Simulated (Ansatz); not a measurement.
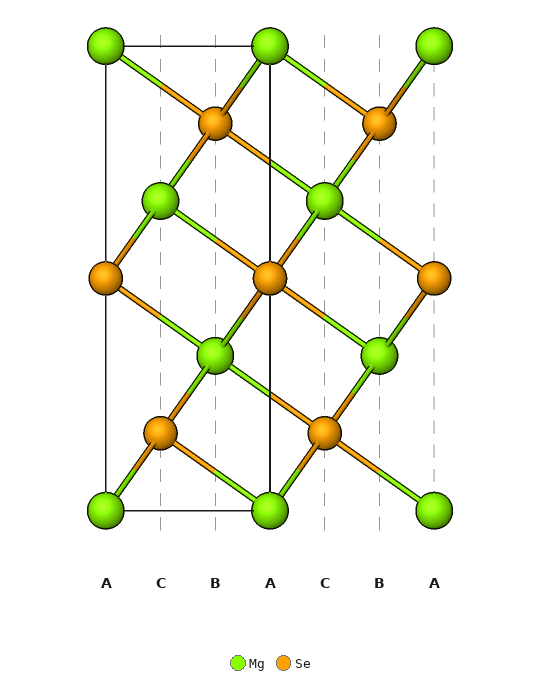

The picture looks along a close-packed row of the hexagonal mesh; [111] points upwards. The dashed lines mark the three columns A (0, 0), B (1/3, 2/3) and C (2/3, 1/3). The box is the hexagonal cell of the face-centred cubic lattice. The sequence starts with the first layer at or above the cell's origin.

MgSe (space group Fm-3m, No. 225). Coordinates: the geometry relaxed with DFT, PBEsol, all-electron LAPW, scalar-relativistic (Ansatz).

List the layers of one repeat.

Answer. Mg(A) – Se(C) – Mg(B) – Se(A) – Mg(C) – Se(B) (six layers in 9.44 Å).

How are the Se layers alone stacked?

Answer. Se layers alone: CAB, the cubic close-packed type.

Which positions between or in the Se layers do the other atoms fill?

Answer. Mg: three octahedral sites in each hexagonal cell.
